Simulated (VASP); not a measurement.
## GW on InP

Wanted: how far GW moves the Kohn-Sham levels of InP. The cell is of the zinc-blende type, one of the forms listed for this formula. The start is a cell from a database of measured crystal structures.

Method: r2SCAN; plane waves and PAW (In_d_GW, P_GW), in the first sound run; inputs show where later runs differ, in VASP 6.6.1.

The database entry behind the starting cell differs from later determinations by our own check (0.1 to 0.3 % short, probably kX units), so it need not match the best structure at ambient conditions.

### 1. The starting structure

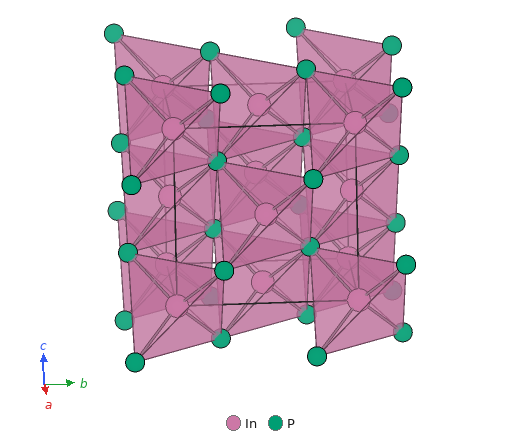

The starting structure, seen slightly off an axis (indium pink, phosphorus teal). This picture shows the conventional cell, with its axes. Some periodic images of atoms are drawn too.

Structure file:

```xyz
2
Lattice="0.0000 2.9305 2.9305 2.9305 0.0000 2.9305 2.9305 2.9305 0.0000" Properties=species:S:1:pos:R:3 pbc="T T T"
In    0.0000    0.0000    0.0000
P     4.3957    4.3957    4.3957
```

### 2. Empty bands, functional r2SCAN

ALGO = Exact makes the empty bands from the converged ground state in one step. LOPTICS writes the k-derivatives of the orbitals (WAVEDER), which give the long-wavelength limit of the screening.

INCAR reads:

```
SYSTEM = InP
PREC = Accurate
ENCUT = 300
ISMEAR = 0
SIGMA = 0.01
LREAL = .FALSE.
METAGGA = R2SCAN
LASPH = .TRUE.
NBANDS = 152
ALGO = Exact
NELM = 1
LWAVE = .TRUE.
LCHARG = .FALSE.
LOPTICS = .TRUE.
NEDOS = 1000
CSHIFT = 0.1
```

POSCAR reads:

```
InP
1.0
    0.0000000000      2.9305000000      2.9305000000
    2.9305000000      0.0000000000      2.9305000000
    2.9305000000      2.9305000000      0.0000000000
In P
1 1
Direct
    0.0000000000      0.0000000000      0.0000000000
    0.7500000000      0.7500000000      0.7500000000
```

KPOINTS reads:

```
Automatic mesh
0
Gamma
6 6 6
0 0 0
```

Potentials, in the order of the species: In_d_GW and P_GW (PBE family, release 64).

Launch:

```
$ mpirun -np 8 vasp_std
```

The log of the run:

```text
[banner, memory and clock lines left out]
running    8 mpi-ranks, on    1 nodes
 distrk:  each k-point on    8 cores,    1 groups
 distr:  one band on    1 cores,    8 groups

 POSCAR found type information on POSCAR InP
 POSCAR found :  2 types and       2 ions
|                                                                             |
|           W    W    AA    RRRRR   N    N  II  N    N   GGGG   !!!           |
|           W    W   A  A   R    R  NN   N  II  NN   N  G    G  !!!           |
|           W    W  A    A  R    R  N N  N  II  N N  N  G       !!!           |
|           W WW W  AAAAAA  RRRRR   N  N N  II  N  N N  G  GGG   !            |
|           WW  WW  A    A  R   R   N   NN  II  N   NN  G    G                |
|           W    W  A    A  R    R  N    N  II  N    N   GGGG   !!!           |
|                                                                             |
|     For optimal performance we recommend to set                             |
|       NCORE = 2 up to number-of-cores-per-socket                            |
|     NCORE specifies how many cores store one orbital (NPAR=cpu/NCORE).      |
|     This setting can greatly improve the performance of VASP for DFT.       |
|     The default, NCORE=1 might be grossly inefficient on modern             |
|     multi-core architectures or massively parallel machines. Do your        |
|     Unfortunately you need to use the default for GW and RPA                |
|     calculations (for HF NCORE is supported but not extensively tested      |
|     yet).                                                                   |
|                                                                             |

|                                                                             |
|               ----> ADVICE to this user running VASP <----                  |
|                                                                             |
|     You enforced a specific xc type in the INCAR file but a different       |
|     [... a line on the potential file left out ...]
|     I HOPE YOU KNOW WHAT YOU ARE DOING!                                     |
|                                                                             |

 LDA part: xc-table for (None), standard interpolation
 found WAVECAR, reading the header
  number of bands has changed, file:    15 present:   152
  trying to continue reading WAVECAR, but it might fail
 POSCAR, INCAR and KPOINTS ok, starting setup
 FFT: planning ... GRIDC
 FFT: planning ... GRID_SOFT
 FFT: planning ... GRID
 reading WAVECAR
 random initialization beyond band           15
 the WAVECAR file was read successfully
 initial charge from wavefunction
 entering main loop
       N       E                     dE             d eps       ncg     rms          rms(c)
DIA:   1    -0.322285827646E+02   -0.32229E+02    0.00000E+00     0   0.000E+00
   1 F= -.32228583E+02 E0= -.32228583E+02  d E =-.106204E-28
 writing wavefunctions
 optical routines
 imaginary and real dielectric function
 direction            1
 direction            2
 direction            3
```

It took 4.4 s on 8 MPI ranks of Intel Xeon 6975P-C (Granite Rapids), shared host; peak memory 1.1 GiB.

Lines that name or quote the potential files are left out of all logs, and their timing lines are given in words.

Parts of OUTCAR (step 2):

```text
ion  position               nearest neighbor table
   1  0.000  0.000  0.000-   2 2.54   2 2.54   2 2.54   2 2.54
   2  0.750  0.750  0.750-   1 2.54   1 2.54   1 2.54   1 2.54

  LATTYP: Found a face centered cubic cell.
 ALAT       =     5.8610000000

 Subroutine GETGRP returns: Found 24 space group operations
 (whereof 24 operations were pure point group operations)

The static configuration has the point symmetry T_d .

 Found     16 irreducible k-points:

   k-points           NKPTS =     16   k-points in BZ     NKDIM =     16   number of bands    NBANDS=    152

   dimension x,y,z NGX =    24 NGY =   24 NGZ =   24
   dimension x,y,z NGXF=    48 NGYF=   48 NGZF=   48

   ENCUT  =  300.0 eV  22.05 Ry    4.70 a.u.   5.85  5.85  5.85*2*pi/ulx,y,z

   NELECT =      18.0000    total number of electrons

 k-points in reciprocal lattice and weights: Automatic mesh
   0.00000000  0.00000000  0.00000000       0.005
   0.16666667  0.00000000  0.00000000       0.037
   0.33333333  0.00000000  0.00000000       0.037
   0.50000000  0.00000000  0.00000000       0.019
   0.16666667  0.16666667  0.00000000       0.028
   0.33333333  0.16666667  0.00000000       0.111
   0.50000000  0.16666667  0.00000000       0.111
  -0.33333333  0.16666667  0.00000000       0.111
  -0.16666667  0.16666667  0.00000000       0.056
[...]
-0.33333333  0.33333333  0.16666667       0.111
  -0.33333333  0.50000000  0.16666667       0.056

 average (electrostatic) potential at core
       1 -79.8584       2 -77.8582

 E-fermi :   3.8165

 k-point     1 :       0.0000    0.0000    0.0000
  band No.  band energies     occupation
    ...
      5     -10.7478      2.00000
      6      -8.2655      2.00000
      7       3.7408      2.00000
      8       3.7408      2.00000
      9       3.7408      2.00000
     10       4.8870      0.00000
     11       8.1664      0.00000
     12       8.1665      0.00000
     13       8.1665      0.00000
     14      12.8671      0.00000
    ...

 k-point     2 :       0.1667    0.0000    0.0000
  band No.  band energies     occupation
    ...
      5     -10.7469      2.00000
      6      -7.9349      2.00000
      7       1.5690      2.00000
      8       3.4275      2.00000
      9       3.4275      2.00000
     10       5.9195      0.00000
     11       8.6081      0.00000
     12       8.6223      0.00000
     13       8.6224      0.00000
     14      12.7885      0.00000
    ...

 k-point     3 :       0.3333    0.0000    0.0000
  band No.  band energies     occupation
    ...
      5     -10.7405      2.00000
      6      -7.0877      2.00000
      7      -0.9268      2.00000
      8       2.9362      2.00000
      9       2.9362      2.00000
     10       5.7534      0.00000
     11       8.9598      0.00000
     12       8.9598      0.00000
     13      10.4771      0.00000
     14      13.1481      0.00000
    ...

  Total        0.4173385      0.4173385      0.4173385     -0.0000000     -0.0000000      0.0000000
  in kB       13.2844599     13.2844599     13.2844599     -0.0000000     -0.0000000      0.0000000
  external PRESSURE =      13.2844599 kB  Pullay stress =       0.0000000 kB

  energy-cutoff  :      300.00
  volume of cell :       50.33
      direct lattice vectors                 reciprocal lattice vectors
     0.000000000  2.930500000  2.930500000    -0.170619348  0.170619348  0.170619348
     2.930500000  0.000000000  2.930500000     0.170619348 -0.170619348  0.170619348
     2.930500000  2.930500000  0.000000000     0.170619348  0.170619348 -0.170619348

 POSITION                                       TOTAL-FORCE (eV/Angst)
 -----------------------------------------------------------------------------------
      0.00000      0.00000      0.00000        -0.000000     -0.000000     -0.000000
      4.39575      4.39575      4.39575         0.000000      0.000000      0.000000
 -----------------------------------------------------------------------------------
    total drift:                               -0.000034     -0.000034     -0.000034

  FREE ENERGIE OF THE ION-ELECTRON SYSTEM (eV)
  ---------------------------------------------------
  free  energy   TOTEN  =       -32.2285827646 eV

  energy  without entropy=      -32.2285827646  energy(sigma->0) =      -32.22858276

 plasma frequency squared (from intraband transitions) (eV^2)
  --------------------------------------------------------------------------------------
       0.000       0.000       0.000
       0.000       0.000       0.000
       0.000       0.000       0.000

[... 3 further parts left out ...]
```

The PAW data sets were made with PBE, which is usual practice but a small mismatch for other functionals.

WAVECAR now holds 152 bands for 18 electrons. Its independent-particle dielectric tensor has xx, yy, zz = 12.5, 12.5, 12.5 on this mesh, which isn't tested for convergence in mesh or bands and lacks local fields.

### 3. G0W0, functional r2SCAN, start r2SCAN

This step: G0W0 on r2SCAN; plane waves and PAW (In_d_GW, P_GW) (VASP 6.6.1).

G0W0 keeps orbitals and screening fixed and shifts each of the lowest NBANDSGW levels once.

INCAR reads:

```
SYSTEM = InP
PREC = Accurate
ENCUT = 300
ISMEAR = 0
SIGMA = 0.01
LREAL = .FALSE.
METAGGA = R2SCAN
LASPH = .TRUE.
NBANDS = 152
ALGO = EVGW0
NELMGW = 1
ENCUTGW = 120
NOMEGA = 64
PRECFOCK = Fast
NBANDSGW = 24
LWAVE = .FALSE.
LCHARG = .FALSE.
```

POSCAR is that of step 2.

KPOINTS is that of step 2.

Launch:

```
$ mpirun -np 8 vasp_std
```

The log of the run:

```text
[banner, memory and clock lines left out]
running    8 mpi-ranks, on    1 nodes
 distrk:  each k-point on    8 cores,    1 groups
 distr:  one band on    1 cores,    8 groups

 POSCAR found type information on POSCAR InP
 POSCAR found :  2 types and       2 ions
 [... a notice as in an earlier step ...]

 [... a notice as in an earlier step ...]

|                                                                             |
|           W    W    AA    RRRRR   N    N  II  N    N   GGGG   !!!           |
|           W    W   A  A   R    R  NN   N  II  NN   N  G    G  !!!           |
|           W    W  A    A  R    R  N N  N  II  N N  N  G       !!!           |
|           W WW W  AAAAAA  RRRRR   N  N N  II  N  N N  G  GGG   !            |
|           WW  WW  A    A  R   R   N   NN  II  N   NN  G    G                |
|           W    W  A    A  R    R  N    N  II  N    N   GGGG   !!!           |
|                                                                             |
|     The default for ENCUTGWSOFT is different in this version of VASP.       |
|     please manually set ENCUTGWSOFT =120 in the INCAR file.                 |
|                                                                             |

 LDA part: xc-table for (None), standard interpolation
 found WAVECAR, reading the header
 POSCAR, INCAR and KPOINTS ok, starting setup
 FFT: planning ... GRIDC
 FFT: planning ... GRID_SOFT
 FFT: planning ... GRID
 reading WAVECAR
 the WAVECAR file was read successfully
 initial charge from wavefunction
 available memory per node:     26.73 GB, setting MAXMEM to     27376

 The Fermi energy was updated, please check that it is located mid-gap
 values below the HOMO (VB) or above the LUMO (CB) will cause erroneous energies
 E-fermi :   4.3139

 calculate exact exchange contribution
 the WAVEDER file was read successfully
energies w=
    0.000    0.000    0.389    0.000    0.777    0.000    1.164    0.000
    1.547    0.000    1.928    0.000    2.305    0.000    2.677    0.000
    3.045    0.000    3.407    0.000    3.765    0.000    4.118    0.000
    4.466    0.000    4.809    0.000    5.148    0.000    5.483    0.000
    5.815    0.000    6.143    0.000    6.469    0.000    6.793    0.000
    7.117    0.000    7.439    0.000    7.762    0.000    8.085    0.000
    8.411    0.000    8.739    0.000    9.070    0.000    9.406    0.000
    9.747    0.000   10.095    0.000   10.451    0.000   10.815    0.000
   11.191    0.000   11.578    0.000   11.980    0.000   12.397    0.000
   12.833    0.000   13.289    0.000   13.769    0.000   14.276    0.000
   14.813    0.000   15.386    0.000   16.000    0.000   16.660    0.000
   17.375    0.000   18.152    0.000   19.004    0.000   19.942    0.000
   20.984    0.000   22.148    0.000   23.462    0.000   24.957    0.000
   26.677    0.000   28.678    0.000   31.037    0.000   33.862    0.000
   37.304    0.000   41.592    0.000   47.077    0.000   54.336    0.000
   64.383    0.000   79.179    0.000  103.085    0.000  148.130    0.000
 responsefunction array rank=     176
 LDA part: xc-table for (None), standard interpolation

 min. memory requirement per mpi rank    242.6 MB, per node   1940.9 MB

 allocating   8 responsefunctions rank=   176
 shmem allocating  64 responsefunctions rank=   176
 response function shared by NCSHMEM nodes    1
 Doing            8  frequencies on each core in blocks of           64
NQ=   1    0.0000    0.0000    0.0000,
|.........|.........|.........|.........|.........|.........|.........|.........
 performed        672000 updates of chi_q(r,r)
 total number of BLAS operations        153.71 Gflops
NQ=   2    0.1667    0.0000    0.0000,
|.........|.........|.........|.........|.........|.........|.........|.........
 performed       1840000 updates of chi_q(r,r)
 total number of BLAS operations        372.60 Gflops
NQ=   3    0.3333    0.0000    0.0000,
|.........|.........|.........|.........|.........|.........|.........|.........
 performed       3008000 updates of chi_q(r,r)
 total number of BLAS operations        591.49 Gflops
NQ=   4    0.5000    0.0000    0.0000,
|.........|.........|.........|.........|.........|.........|.........|.........
 performed       4001000 updates of chi_q(r,r)
 total number of BLAS operations        784.96 Gflops
NQ=   5    0.1667    0.1667    0.0000,
|.........|.........|.........|.........|.........|.........|.........|.........
 performed       5169000 updates of chi_q(r,r)
 total number of BLAS operations       1003.86 Gflops
NQ=   6    0.3333    0.1667    0.0000,
|.........|.........|.........|.........|.........|.........|.........|.........
 performed       6965000 updates of chi_q(r,r)
 total number of BLAS operations       1327.19 Gflops
NQ=   7    0.5000    0.1667    0.0000,
|.........|.........|.........|.........|.........|.........|.........|.........
 performed       8761000 updates of chi_q(r,r)
 total number of BLAS operations       1659.21 Gflops
NQ=   8   -0.3333    0.1667    0.0000,
|.........|.........|.........|.........|.........|.........|.........|.........
 performed      10557000 updates of chi_q(r,r)
 total number of BLAS operations       1995.60 Gflops
NQ=   9   -0.1667    0.1667    0.0000,
|.........|.........|.........|.........|.........|.........|.........|.........
 performed      12119000 updates of chi_q(r,r)
 total number of BLAS operations       2292.12 Gflops
NQ=  10    0.3333    0.3333    0.0000,
|.........|.........|.........|.........|.........|.........|.........|.........
 performed      13287000 updates of chi_q(r,r)
 total number of BLAS operations       2511.01 Gflops
NQ=  11    0.5000    0.3333    0.0000,
|.........|.........|.........|.........|.........|.........|.........|.........
 performed      15083000 updates of chi_q(r,r)
 total number of BLAS operations       2808.99 Gflops
NQ=  12   -0.3333    0.3333    0.0000,
|.........|.........|.........|.........|.........|.........|.........|.........
 performed      16645000 updates of chi_q(r,r)
 total number of BLAS operations       3061.10 Gflops
NQ=  13    0.5000    0.5000    0.0000,
|.........|.........|.........|.........|.........|.........|.........|.........
 performed      17536000 updates of chi_q(r,r)
 total number of BLAS operations       3221.58 Gflops
NQ=  14    0.5000    0.3333    0.1667,
|.........|.........|.........|.........|.........|.........|.........|.........
 performed      19551000 updates of chi_q(r,r)
 total number of BLAS operations       3584.32 Gflops
NQ=  15   -0.3333    0.3333    0.1667,
|.........|.........|.........|.........|.........|.........|.........|.........
 performed      21449000 updates of chi_q(r,r)
 total number of BLAS operations       3926.04 Gflops
NQ=  16   -0.3333    0.5000    0.1667,
|.........|.........|.........|.........|.........|.........|.........|.........
 performed      23019000 updates of chi_q(r,r)
 total number of BLAS operations       4208.66 Gflops
 resolving degeneracies of screened two electron integrals

 calculate QP shifts <psi_nk| G(iteration)W_0 |psi_nk>: iteration 1
 entering main loop
```

The job ended after 1.7 min (8 MPI ranks; peak memory 2.3 GiB; 14 min of CPU time).

From OUTCAR (step 3):

```text
The static configuration has the point symmetry T_d .

 Found     16 irreducible k-points:

   k-points           NKPTS =     16   k-points in BZ     NKDIM =    216   number of bands    NBANDS=    152

   NELECT =      18.0000    total number of electrons

 E-fermi :   4.3139

 QP shifts <psi_nk| G(iteration)W_0 |psi_nk>: iteration 1
 for sc-GW calculations column KS-energies equals QP-energies in previous step
 and V_xc(KS)=  KS-energies - (<T + V_ion + V_H > + <T+V_H+V_ion>^1  + <V_x>^1)
 k-point   1 :       0.0000    0.0000    0.0000
  band No.  KS-energies  QP-energies   sigma(KS)   V_xc(KS)     V^pw_x(r,r')   Z            occupation Imag(sigma)
    ...
      6      -8.2655      -8.2625     -11.9588     -11.9636     -18.2739       0.6252       2.0000       0.8440
      7       3.7408       3.4097     -12.8635     -12.4290     -13.9315       0.7621       2.0000       0.0470
      8       3.7408       3.4097     -12.8635     -12.4290     -13.9315       0.7621       2.0000       0.0470
      9       3.7408       3.4097     -12.8635     -12.4290     -13.9315       0.7621       2.0000       0.0470
     10       4.8870       4.8838     -10.5468     -10.5427      -6.9073       0.7786       0.0000      -0.0197
     11       8.1665       8.2895      -9.6687      -9.8283      -5.5197       0.7713       0.0000      -0.0359
     12       8.1665       8.2895      -9.6687      -9.8283      -5.5197       0.7713       0.0000      -0.0359
     13       8.1665       8.2895      -9.6687      -9.8283      -5.5197       0.7713       0.0000      -0.0359
    ...

 k-point   2 :       0.1667    0.0000    0.0000
  band No.  KS-energies  QP-energies   sigma(KS)   V_xc(KS)     V^pw_x(r,r')   Z            occupation Imag(sigma)
    ...
      6      -7.9349      -7.9665     -12.1504     -12.1012     -18.3226       0.6409       2.0000       0.8318
      7       1.5690       1.1709     -12.2109     -11.6772     -13.7229       0.7458       2.0000       0.0635
      8       3.4275       3.0803     -12.6946     -12.2379     -13.8426       0.7604       2.0000       0.0479
      9       3.4275       3.0803     -12.6946     -12.2379     -13.8426       0.7604       2.0000       0.0479
     10       5.9195       5.9741     -10.4529     -10.5234      -6.7090       0.7752       0.0000      -0.0237
     11       8.6081       8.6627      -9.8909      -9.9628      -5.6233       0.7602       0.0000      -0.0475
     12       8.6223       8.7484      -9.7840      -9.9490      -5.4992       0.7639       0.0000      -0.0422
     13       8.6223       8.7484      -9.7840      -9.9490      -5.4992       0.7639       0.0000      -0.0422
    ...

 k-point   3 :       0.3333    0.0000    0.0000
  band No.  KS-energies  QP-energies   sigma(KS)   V_xc(KS)     V^pw_x(r,r')   Z            occupation Imag(sigma)
    ...
      6      -7.0877      -7.1697     -12.5852     -12.4625     -18.4419       0.6684       2.0000       0.7719
      7      -0.9268      -1.3253     -11.7532     -11.1913     -14.4488       0.7092       2.0000       0.1407
      8       2.9362       2.5646     -12.5199     -12.0293     -13.8397       0.7573       2.0000       0.0498
      9       2.9362       2.5646     -12.5199     -12.0293     -13.8397       0.7573       2.0000       0.0498
     10       5.7534       5.8199     -10.0780     -10.1633      -6.3031       0.7798       0.0000      -0.0228
     11       8.9598       9.0705      -9.5597      -9.7050      -5.1910       0.7611       0.0000      -0.0493
     12       8.9598       9.0705      -9.5597      -9.7050      -5.1910       0.7611       0.0000      -0.0493
     13      10.4771      10.4018      -9.6245      -9.5222      -4.6561       0.7369       0.0000      -0.1136
    ...

[... 7 parts as in an earlier step ...]

[... 5 further parts left out ...]
```

This step gave:

* quasiparticle gap on the mesh: 1.474 eV
* smallest direct quasiparticle gap on the mesh: 1.474 eV
* gap of the starting orbitals on the mesh: 1.146 eV

GW takes the gap from 1.146 to 1.474 eV. Spin-orbit coupling is left out. The value holds for 152 bands, ENCUTGW = 120 eV and this mesh, and isn't shown to be converged in them.

[end of part 1 of 5]

[Lines on the potential files, build, host, timing and source positions are cut from VASP's logs without a mark.]

[Logs are printed without paths, hosts, clocks, repeated set-up lines and the standing remarks that a program may print on its own settings, such as how far it seeks lower states.]

[Hosts, paths, dates, database ids (printed as entryN), source tags and the programs' standing remarks are cut or masked in the printed files.]

[Pressures printed for these runs are not shown converged in the cutoff: they can be off by several GPa and have the wrong sign.]
